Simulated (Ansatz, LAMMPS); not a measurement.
# Glassy 57SiO2-27Al2O3-16BaO (mol %) (149 atoms) under strain, part 3 of 3

How stiff is glassy 57SiO2-27Al2O3-16BaO (mol %) (149 atoms)?

Ansatz 0.2.0; Kohn-Sham DFT, PBE, PAW (set soft_1), plane waves.

The cell: 25 Si, 24 Al, 7 Ba and 93 O. The quench rate of 25 K/ps is orders of magnitude faster than experiment. The starting topology of bonds comes from the classical model. Only the Γ point is sampled. The levels lack spin–orbit coupling.

So far. Step 7 (Volume -6 %): The relaxation was stopped at its limit after 16 steps, 2.66 eV below its start, with a largest force component of 0.14 eV/Å. Step 7 (Volume -6 %): Volume -6 %: the energy stands 1.21 eV above that of the reference.

### 8. Volume +6 %

The relaxed cell is scaled to another volume.

Input file input.yaml:

```yaml
crystal:
  lattice:
    - [12.66724, -0.0165, -0.07456]
    - [-0.0165, 13.30821, -0.00024]
    - [-0.07456, -0.00024, 12.63729]
  atoms:
    [... the 149 atom lines of step 4 ...]
kpoints:
  mp_grid: { grid: [1, 1, 1] }
hamiltonian:
  xc: pbe
  pseudopotentials: { kind: paw, azcp: { folder: soft_1 } }
scf:
  occupations: { method: gaussian, width: 0.025 }
output:
  forces: true
  eigenvalues: true
  stress: true
relax:
  f_tol: 0.05
  max_steps: 70
```

The run is started by

```console
> ansatz run input.yaml --threads 4 --pin off --max-ram 8192MiB --backend cpu --events-out ev --progress --plain --runs-dir out
```

Numbers of over 12 decimals in the logs are rounded to 6 here.

The log of the run:

```text
[...]
Crystal: 149 atoms, lattice volume = 2130.295 Å³
Basis set: ecut = 420 eV, 41633 PW (Γ), exchange–correlation on 180×180×180 points (8 copies of the dense FFT grid, shifted against one another)
Bands: 549, of which v1, the nominal top of the filled ones, is band 400 counted from 1 (399 counted from 0)
Symmetry: 1 space group operations
[...]
k-points: 1
[...]
SCF iter   1: F=—  HF=-123477.351690 eV  |F-HF|=—  |Δ(HF+E_count)|=         —  Δρ=9.61e-2  dr2=2.51e2  ethr=3.10e-3  ⟨swp⟩=8.0  Hψ=2902  notcnv=0  defer=118
[...]
SCF iter   9: F=—  HF=-123403.340591 eV  |F-HF|=—  |Δ(HF+E_count)|=   3.27e-4  Δρ=4.88e-5  dr2=6.13e-5  ethr=6.01e-8  ⟨swp⟩=2.0  Hψ=716  notcnv=0  defer=145
SCF iter  10: F=-123403.340603 eV  HF=-123403.340622 eV  |F-HF|=1.93e-5  |Δ(HF+E_count)|=   3.13e-5  Δρ=4.21e-5  dr2=3.08e-5  ethr=7.67e-9  ⟨swp⟩=22.0  Hψ=4659  notcnv=0
SCF 1 converged in 10 iterations: F = -123403.340603 eV  dr2 = 3.08e-5
[...]
relax step   1: F+E_penalty+E_count = -123403.34060269 eV  Δ(F+E_penalty+E_count) = +0.000e0 eV  max|allowed force component| = 8.879e-1 eV/Å  Δτ_max = 0.0000 Å  (10 SCF iters, dr2 threshold 6.25e-5 eV, accepted)
[...]
relax step   2: F+E_penalty+E_count = -123404.18136381 eV  Δ(F+E_penalty+E_count) = -8.408e-1 eV  max|allowed force component| = 6.213e-1 eV/Å  Δτ_max = 0.1945 Å  (6 SCF iters, dr2 threshold 4.93e-5 eV, accepted)
[...]
relax step   3: F+E_penalty+E_count = -123404.77148719 eV  Δ(F+E_penalty+E_count) = -5.901e-1 eV  max|allowed force component| = 3.677e-1 eV/Å  Δτ_max = 0.1267 Å  (7 SCF iters, dr2 threshold 2.41e-5 eV, accepted)
relax step   4: F+E_penalty+E_count = -123404.91230719 eV  Δ(F+E_penalty+E_count) = -1.408e-1 eV  max|allowed force component| = 3.662e-1 eV/Å  Δτ_max = 0.1002 Å  (6 SCF iters, dr2 threshold 4.74e-5 eV, accepted)
relax step   5: F+E_penalty+E_count = -123405.00539111 eV  Δ(F+E_penalty+E_count) = -9.308e-2 eV  max|allowed force component| = 2.184e-1 eV/Å  Δτ_max = 0.0791 Å  (6 SCF iters, dr2 threshold 4.70e-5 eV, accepted)
relax step   6: F+E_penalty+E_count = -123405.05081649 eV  Δ(F+E_penalty+E_count) = -4.543e-2 eV  max|allowed force component| = 2.366e-1 eV/Å  Δτ_max = 0.2000 Å  (7 SCF iters, dr2 threshold 1.70e-5 eV, accepted)
relax step   7: F+E_penalty+E_count = -123405.05016296 eV  Δ(F+E_penalty+E_count) = +6.535e-4 eV  max|allowed force component| = 1.754e-1 eV/Å  Δτ_max = 0.2000 Å  (7 SCF iters, dr2 threshold 1.99e-5 eV, rejected (line search))
[...]
relax step   8: F+E_penalty+E_count = -123405.08851219 eV  Δ(F+E_penalty+E_count) = -3.770e-2 eV  max|allowed force component| = 4.618e-2 eV/Å  Δτ_max = 0.1000 Å  (9 SCF iters, accepted)
SCF converged after 9 iterations
Free energy (F): -123405.088512 eV
[...]
Internal energy: -123405.088512 eV  (E = F + TS)
E sigma→0 (E₀):  -123405.088512 eV
Fermi energy:    5.580958 eV
[...]
Σ components = -123405.088512   (vs F -123405.088512, Δ=0.00e0)
--- Forces (eV/Å), atoms counted from 1 ---
  atom   1  Si    -0.00731560     0.03071351    -0.00172421
  atom   2  Si     0.01043197     0.00112755    -0.04249664
  atom   3  Si    -0.01000598    -0.01921971     0.02156190
  atom   4  Si    -0.02340947    -0.02183118     0.00826424
[...]
atom 149  O     -0.01183108    -0.00020401    -0.00830721
  max |Σ_I F_I| component: 3.88e-5 eV/Å
--- Stress (GPa, compression-positive) ---
       -3.668893      -0.229439      -0.058149
       -0.229431      -3.703968      -0.019337
       -0.058153      -0.019334      -3.424879
  P = ⅓ Tr σ = -3.5992 GPa (-35.992 kbar)
--- Band table (eV) ---
[...]
--- Relaxed structure (8 steps of the walk, 7 accepted, 0 SCFs on fresh bases) ---
  F+E_penalty+E_count = -123405.08851219 eV   max|allowed force component| = 4.618e-2 eV/Å
  atoms:
    - { symbol: Si, position: [0.404232, 0.169078, 0.436590] }
    - { symbol: Si, position: [0.808855, 0.134754, 0.733162] }
    - { symbol: Si, position: [0.159850, 0.432038, 0.331737] }
    - { symbol: Si, position: [0.285965, 0.112047, 1.001920] }
[...]
- { symbol: O, position: [0.557809, 0.986000, 0.896593] }
```

It took 5.3 min on 4 threads of Arm Neoverse V2, shared host; peak memory 3.2 GiB; 21 min of CPU time.

The relaxation converged after 8 steps, 1.75 eV below its start, with a largest force component of 0.046 eV/Å.

Volume +6 %: the energy stands 1.41 eV above that of the reference, at a pressure of -3.60 GPa.

### 9. Volume -10 %

The relaxed cell is scaled to another volume.

input.yaml, the sections that differ from step 8:

```yaml
crystal:
  lattice:
    - [11.99483, -0.01562, -0.07061]
    - [-0.01562, 12.60178, -0.00023]
    - [-0.07061, -0.00023, 11.96647]
  atoms:
    [... the 149 atom lines of step 4 ...]
# kpoints, hamiltonian, scf, output, relax: as in step 8
```

The log of the run:

```text
Warning: output.stress: scf.convergence.dr2_threshold = 1e-7 eV (the SCF's general default) is looser than the 1.08e-8 eV advised for a printed stress (1e-10 eV for each atom of the cell: 149, of which 108 are counted). What an SCF threshold leaves in a stress goes as its square root, and in the free energy as the threshold itself, and one threshold admits the most on a small cell: [...]
[...]
Pseudopotentials: kind: paw
Pseudopotential: Si, paw, valence charge 4, recommended cutoff 420 eV (normal), soft_1/Si.paw.azcp
Pseudopotential: Al, paw, valence charge 3, recommended cutoff 420 eV (normal), soft_1/Al.paw.azcp
Pseudopotential: Ba, paw, valence charge 10, recommended cutoff 420 eV (normal), soft_1/Ba.paw.azcp
Pseudopotential: O, paw, valence charge 6, recommended cutoff 420 eV (normal), soft_1/O.paw.azcp
[... 5 lines on functional and potentials left out ...]
Crystal: 149 atoms, lattice volume = 1808.740 Å³
Basis set: ecut = 420 eV, 35323 PW (Γ), exchange–correlation on 162×180×160 points (8 copies of the dense FFT grid, shifted against one another)
Bands: 549, of which v1, the nominal top of the filled ones, is band 400 counted from 1 (399 counted from 0)
Symmetry: 1 space group operations
Space group: P1 (ITA 1), of the structure as read, at distance tolerance 1.2e-4 Å
k-points: 1
[... 9 lines on functional and potentials left out ...]
Initial density: superposition of atomic densities (chi_scale 0.1, normalization cell, long waves 6 % of neutral atoms (reshape's long-wave potential 1.06 eV rms, cloud 2.81 Å wide))
Initial wavefunctions: pseudopotential atomic-orbital guess
[...]
SCF iter   1: F=—  HF=-123487.875987 eV  |F-HF|=—  |Δ(HF+E_count)|=         —  Δρ=1.20e-1  dr2=2.95e2  ethr=3.10e-3  ⟨swp⟩=8.0  Hψ=2902  notcnv=0  defer=120
preconditioner: auto → Resta (q_TF=auto, 2.381 Å⁻¹)  ε∞=3.7  [insulator: Δε(μ)=1.926 eV  Ē_g=14.875 eV  σ=0.025 eV  W_gap=1.00  n_scr=412 (ndim 8)  ℏωp=24.5 eV  f_vac=0.017  D(μ)=0.00/eV (n_scr^D=0)  ε∞_Penn≈3.7]
[...]
SCF iter   9: F=—  HF=-123394.942758 eV  |F-HF|=—  |Δ(HF+E_count)|=   2.21e-4  Δρ=3.79e-5  dr2=3.19e-5  ethr=3.69e-8  ⟨swp⟩=2.0  Hψ=720  notcnv=0  defer=145
SCF iter  10: F=-123394.942770 eV  HF=-123394.942780 eV  |F-HF|=9.11e-6  |Δ(HF+E_count)|=   2.18e-5  Δρ=3.26e-5  dr2=1.44e-5  ethr=3.98e-9  ⟨swp⟩=21.0  Hψ=4082  notcnv=0
SCF 1 converged in 10 iterations: F = -123394.942770 eV  dr2 = 1.44e-5
[...]
relax step   1: F+E_penalty+E_count = -123394.94277049 eV  Δ(F+E_penalty+E_count) = +0.000e0 eV  max|allowed force component| = 1.958e0 eV/Å  Δτ_max = 0.0000 Å  (10 SCF iters, dr2 threshold 6.25e-5 eV, accepted)
[...]
relax step   2: F+E_penalty+E_count = -123398.02990245 eV  Δ(F+E_penalty+E_count) = -3.087e0 eV  max|allowed force component| = 1.151e0 eV/Å  Δτ_max = 0.1955 Å  (6 SCF iters, dr2 threshold 1.00e-4 eV, accepted)
[...]
relax step   5: F+E_penalty+E_count = -123401.52398427 eV  Δ(F+E_penalty+E_count) = -2.548e-1 eV  max|allowed force component| = 2.457e-1 eV/Å  Δτ_max = 0.2000 Å  (6 SCF iters, dr2 threshold 7.48e-5 eV, accepted)
[...]
relax step   9: F+E_penalty+E_count = -123401.92958423 eV  Δ(F+E_penalty+E_count) = -1.200e-1 eV  max|allowed force component| = 3.978e-1 eV/Å  Δτ_max = 0.1943 Å  (6 SCF iters, dr2 threshold 4.25e-5 eV, accepted)
Step cancelled. What follows is not a result of the run: it is the report of the last solve that finished, which converged after 6 SCF iterations.
Free energy (F): -123401.929584 eV
Harris-Foulkes:  -123401.929590 eV  (|F-HF|=5.73e-6)
Internal energy: -123401.929584 eV  (E = F + TS)
E sigma→0 (E₀):  -123401.929584 eV
Fermi energy:    7.496282 eV
--- Per-component energies (eV) ---
[...]
Σ components = -123401.929584   (vs F -123401.929584, Δ=0.00e0)
--- Forces (eV/Å), atoms counted from 1 ---
  atom   1  Si     0.08584017    -0.00730729     0.02293195
  atom   2  Si     0.02327915    -0.06184017    -0.02902449
  atom   3  Si    -0.05394783    -0.00111054     0.04906900
  atom   4  Si     0.02299174    -0.02471849     0.05304068
[...]
atom 149  O      0.01164386     0.04349046    -0.00528021
  max |Σ_I F_I| component: 7.28e-4 eV/Å
--- Band table (eV) ---
  k-point 0: bands = ["-20.4492", "-19.8058", "-19.6284", "-19.5634", [... 533 levels ...], "15.4789", "15.5094", "15.5310", "15.5390", "15.5504", "15.5924", "15.6190", "15.6384", "15.6512", "15.6642", "15.6873", "15.7006"]
End of that report.
Error: SIGTERM received: cancelled by the caller after 9 completed ionic steps
```

The job ended after 5.4 min (4 threads; peak memory 2.8 GiB; 21 min of CPU time).

The relaxation was stopped at its limit after 9 steps, 6.99 eV below its start, with a largest force component of 0.40 eV/Å.

Volume -10 %: the energy stands 4.57 eV above that of the reference.

### 10. Stretched by 1 % along x

The relaxed cell is strained along x alone, which gives the stiffness along x and its coupling to y and z.

input.yaml, the sections that differ from step 9:

```yaml
crystal:
  lattice:
    - [12.54782, -0.01618, -0.07313]
    - [-0.01634, 13.05222, -0.00024]
    - [-0.07386, -0.00024, 12.3942]
  atoms:
    [... the 149 atom lines of step 4 ...]
# kpoints, hamiltonian, scf, output, relax: as in step 9
```

The log of the run:

```text
Warning: output.stress: scf.convergence.dr2_threshold = 1e-7 eV (the SCF's general default) is looser than the 1.08e-8 eV advised for a printed stress (1e-10 eV for each atom of the cell: 149, of which 108 are counted). What an SCF threshold leaves in a stress goes as its square root, and in the free energy as the threshold itself, and one threshold admits the most on a small cell: [...]
Engine: ansatz 0.2.0, aarch64-unknown-linux-gnu
Pseudopotentials: kind: paw
Pseudopotential: Si, paw, valence charge 4, recommended cutoff 420 eV (normal), soft_1/Si.paw.azcp
Pseudopotential: Al, paw, valence charge 3, recommended cutoff 420 eV (normal), soft_1/Al.paw.azcp
Pseudopotential: Ba, paw, valence charge 10, recommended cutoff 420 eV (normal), soft_1/Ba.paw.azcp
Pseudopotential: O, paw, valence charge 6, recommended cutoff 420 eV (normal), soft_1/O.paw.azcp
Functional definition: PBE
  parameter kappa = 0.804
  parameter beta = 0.066725
  exchange = pbe_x(kappa = kappa, mu = beta*pi^2/3)
  correlation = pbe_c(beta = beta)
Crystal: 149 atoms, lattice volume = 2029.810 Å³
Basis set: ecut = 420 eV, 39681 PW (Γ), exchange–correlation on 180×180×180 points (8 copies of the dense FFT grid, shifted against one another)
Bands: 549, of which v1, the nominal top of the filled ones, is band 400 counted from 1 (399 counted from 0)
Symmetry: 1 space group operations
Space group: P1 (ITA 1), of the structure as read, at distance tolerance 1.3e-4 Å
k-points: 1
Non-local potential: Si, projectors of the file, l = 0: 2, l = 1: 2, l = 2: 1
Non-local potential: Al, projectors of the file, l = 0: 2, l = 1: 2, l = 2: 1
Non-local potential: Ba, projectors of the file, l = 0: 3, l = 1: 2, l = 2: 2, l = 3: 2
Non-local potential: O, projectors of the file, l = 0: 2, l = 1: 2, l = 2: 1
PAW form: soft (Blöchl's): semilocal exchange-correlation on the pseudo side does not see the compensation charge
PAW one-centre angular grid: Si, 110 points (default); XC on 64 Gauss nodes
PAW one-centre angular grid: Al, 110 points (default); XC on 64 Gauss nodes
PAW one-centre angular grid: Ba, 194 points (default); XC on 64 Gauss nodes
PAW one-centre angular grid: O, 110 points (default); XC on 64 Gauss nodes
Initial density: superposition of atomic densities (chi_scale 0.1, normalization cell, long waves 9 % of neutral atoms (reshape's long-wave potential 1.09 eV rms, cloud 2.81 Å wide))
Initial wavefunctions: pseudopotential atomic-orbital guess
Functional: x = pbe(κ = 0.804, μ = 0.219515), c = pbe(β = 0.066725)
SCF iter   1: F=—  HF=-123484.867467 eV  |F-HF|=—  |Δ(HF+E_count)|=         —  Δρ=1.02e-1  dr2=2.62e2  ethr=3.10e-3  ⟨swp⟩=8.0  Hψ=2902  notcnv=0  defer=118
[...]
SCF iter   8: F=—  HF=-123406.311687 eV  |F-HF|=—  |Δ(HF+E_count)|=   6.67e-5  Δρ=1.20e-4  dr2=3.83e-4  ethr=5.78e-7  ⟨swp⟩=2.0  Hψ=796  notcnv=0  defer=145
SCF iter   9: F=—  HF=-123406.311992 eV  |F-HF|=—  |Δ(HF+E_count)|=   3.04e-4  Δρ=4.58e-5  dr2=4.77e-5  ethr=4.78e-8  ⟨swp⟩=2.0  Hψ=716  notcnv=0  defer=145
SCF iter  10: F=-123406.311999 eV  HF=-123406.312015 eV  |F-HF|=1.58e-5  |Δ(HF+E_count)|=   2.34e-5  Δρ=3.94e-5  dr2=2.46e-5  ethr=5.96e-9  ⟨swp⟩=23.0  Hψ=4329  notcnv=0
SCF 1 converged in 10 iterations: F = -123406.311999 eV  dr2 = 2.46e-5
[...]
relax step   1: F+E_penalty+E_count = -123406.31199936 eV  Δ(F+E_penalty+E_count) = +0.000e0 eV  max|allowed force component| = 3.646e-1 eV/Å  Δτ_max = 0.0000 Å  (10 SCF iters, dr2 threshold 6.25e-5 eV, accepted)
[...]
relax step   2: F+E_penalty+E_count = -123406.36438180 eV  Δ(F+E_penalty+E_count) = -5.238e-2 eV  max|allowed force component| = 2.478e-1 eV/Å  Δτ_max = 0.0482 Å  (6 SCF iters, dr2 threshold 8.31e-6 eV, accepted)
[...]
relax step   3: F+E_penalty+E_count = -123406.40356109 eV  Δ(F+E_penalty+E_count) = -3.918e-2 eV  max|allowed force component| = 9.100e-2 eV/Å  Δτ_max = 0.0307 Å  (6 SCF iters, dr2 threshold 3.84e-6 eV, accepted)
Step cancelled. What follows is not a result of the run: it is the report of the last solve that finished, which converged after 6 SCF iterations.
Free energy (F): -123406.403561 eV
Harris-Foulkes:  -123406.403560 eV  (|F-HF|=8.31e-7)
Internal energy: -123406.403561 eV  (E = F + TS)
E sigma→0 (E₀):  -123406.403561 eV
Fermi energy:    6.103890 eV
--- Per-component energies (eV) ---
  E_band       = -2635.576194
  E_kinetic    = 18724.979264
  E_local      = -47557.093365  (includes V_loc(G=0)·N_el)
  E_nonlocal   = 6291.952876
  E_hartree    = 17908.070581
  E_xc         = -10433.819426
  E_vxc        = -11380.859564  (∫ρ·V_xc dr)
  E_paw        = -75622.495624  (= ΣΔE_a)
  E_vpaw       = -4530.712108  (= ΣTr[D̂ρ^β])
  E_aug_tail   = 0.074552  (compensation charges beyond the density's cutoff)
  E_ewald      = -32718.072420
  E_smearing   = -0.000000  (= −TS)
  E_closure    = -0.000000  (closes the sum)
  Σ components = -123406.403561   (vs F -123406.403561, Δ=0.00e0)
--- Forces (eV/Å), atoms counted from 1 ---
  atom   1  Si     0.02471736     0.00335044     0.00248974
  atom   2  Si     0.01829650     0.01801481     0.01948044
  atom   3  Si     0.06252959    -0.00052033    -0.04986968
  atom   4  Si     0.02040292     0.01819337     0.01725329
  atom   5  Si    -0.06968451     0.05274213    -0.00894146
  atom   6  Si    -0.03682042    -0.01365595    -0.03375103
  atom   7  Si     0.01443585     0.03428681    -0.00965462
  atom   8  Si    -0.02001512    -0.00955194     0.01110297
[...]
atom  13  Si    -0.00565772     0.03907714    -0.01384032
  atom  14  Si    -0.01994938     0.00322427     0.03788119
[...]
atom 148  O      0.02126547    -0.03535067    -0.00060643
  atom 149  O     -0.00070971    -0.00135240    -0.00756078
  max |Σ_I F_I| component: 2.81e-4 eV/Å
--- Band table (eV) ---
  k-point 0: bands = ["-22.2910", "-21.5062", "-21.4129", "-21.1358", [... 533 levels ...], "13.8052", "13.8185", "13.8426", "13.8569", "13.8674", "13.8737", "13.9079", "13.9306", "13.9473", "13.9586", "13.9720", "13.9774"]
End of that report.
Error: SIGTERM received: cancelled by the caller after 3 completed ionic steps
```

Elapsed: 2 min, on 4 threads; peak memory 3.2 GiB.

The run was cut off at its time limit.

The program's message: “Error: SIGTERM received: cancelled by the caller after 3 completed ionic steps”

The session had allowed this step about 2 min.

### 11. Pressure against volume

Atoms are relaxed at each volume, in the scaled cell.

```tsv
volume change (%)	volume (Å³/atom)	energy change (meV/atom)	pressure (GPa)	largest move on relaxing (Å)	bonds	gap (eV)
-3	13.083	2.62	2.14	0.13	252	3.92
+0	13.488	0.00	0.00	-	249	3.80
+3	13.893	2.47	-1.92	0.15	246	3.68
+6	14.297	9.44	-3.60	0.26	243	3.54
```

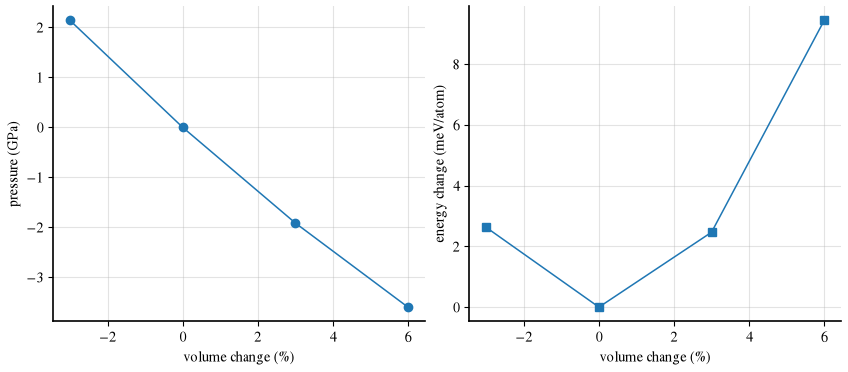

Pressure and energy against volume.

### 12. What came out

The bulk modulus, from the slope of pressure against ln V over the three points nearest the relaxed volume, is 67.5 GPa; a quadratic over all points gives a pressure derivative of about 2.9. The count of bonds runs from 243 to 252 over the series, so at some points contacts cross the cutoffs. The gap goes from 3.92 eV at the smallest volume to 3.54 eV at the largest, -4.2 eV per unit of ln V by a straight line, on the run's k-points.

**Limits.** Strains are finite and relaxations stop at the force tolerance of the input, which can leave moduli too stiff; they are those of a static cell at zero temperature. Volumes are changed with the cell's shape held, so in an anisotropic solid the modulus lies over the one under free hydrostatic load. The program notes that the SCF threshold of the relaxations is loose for the stress.

The DFT runs together took 43 min of wall time.

[Logs are printed without paths, hosts, clocks, repeated set-up lines and the standing remarks that a program may print on its own settings, such as how far it seeks lower states.]

[Hosts, paths, dates, database ids (printed as entryN), source tags and the programs' standing remarks are cut or masked in the printed files.]
